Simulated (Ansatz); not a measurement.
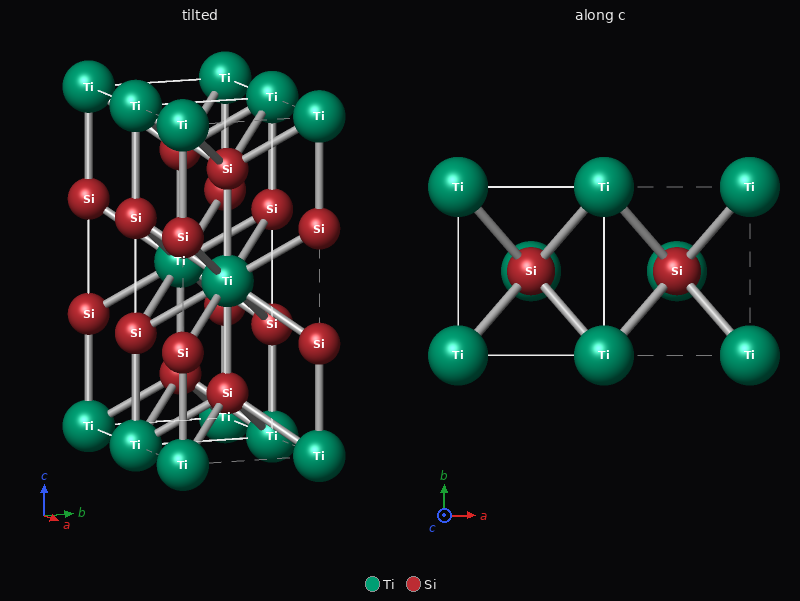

A ball-and-stick picture of a crystal structure, seen slightly off an axis and along the c axis. The conventional unit cell (solid box) is repeated to 2×1×1 cells.

TiSi₂, space group Immm (No. 71), a = 3.08 Å, b = 3.56 Å, c = 8.33 Å, α = 90.00°, β = 90.00°, γ = 90.00°.

The calculation used Ansatz 0.2.0, DFT PBEsol, scalar-relativistic, plane waves, PAW, with an energy cutoff of 420 eV, k-points about 0.12 Å⁻¹ apart, Gaussian smearing of 0.15 eV, no spin polarisation.

### What is the band gap, if any?

A metal: bands cross the Fermi level.

### Under what pressure is the structure?

The computed pressure is -11.3 GPa (stretched: it would shrink). The stress isn't hydrostatic: its largest component is 14.5 GPa.

It goes back to a structure listed in the Materials Project. The cell was then strained or its atoms displaced on purpose. It was run through Ansatz as a DFT input.

At this level of theory the run's own cell isn't at rest (stretched, at -11 GPa), so its distances can differ from those at equilibrium, the more so the softer the solid.
